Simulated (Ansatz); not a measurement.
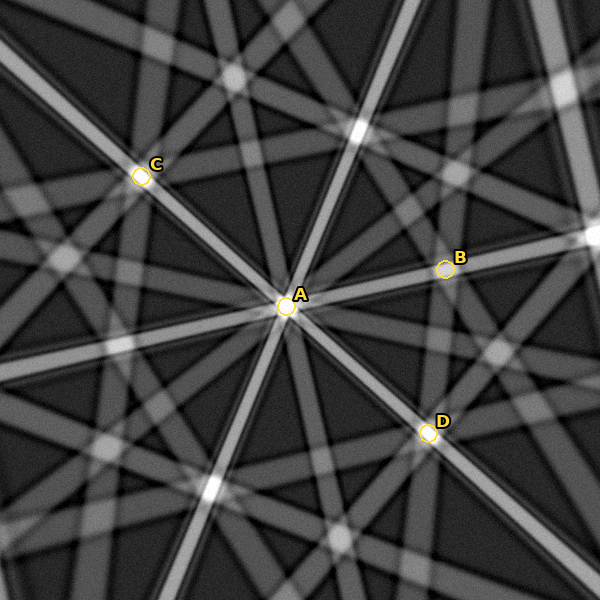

Simulated Kikuchi (electron backscatter) pattern at 30 kV: kinematic bands of width 2θ(Bragg) in gnomonic projection, seen from the camera side; the frame spans ±42° from its centre. Crystal: Pt, space group Fm-3m (No. 225), a = 3.970 Å. Structure: the geometry relaxed with Ansatz 0.2.0, DFT PBE, scalar-relativistic, plane waves, PAW; the starting structure was generated, so it need not be a known form of this composition.

```
Pt
1.0
     3.97009    0.00000    0.00000
     0.00000    3.97009    0.00000
     0.00000    0.00000    3.97009
Pt
4
Cartesian
  0.0000 0.0000 0.0000
  0.0000 1.9850 1.9850
  1.9850 0.0000 1.9850
  1.9850 1.9850 0.0000
```

Pole A is [110] and pole B is [310].

**Index the poles C and D.**

C is [12-1], 30.0° from A and 49.8° from B. D is [211], 30.0° from A and 25.4° from B.

**Which band joins A and B, and how wide is it?**

It comes from the planes common to both zones. The strongest order is 0 0 2 with d = 1.985 Å, so the band is 2θ = 2.0° wide (λ = 0.0698 Å). Other orders of the same planes (0 0 4) lie on the same centre line with other widths.
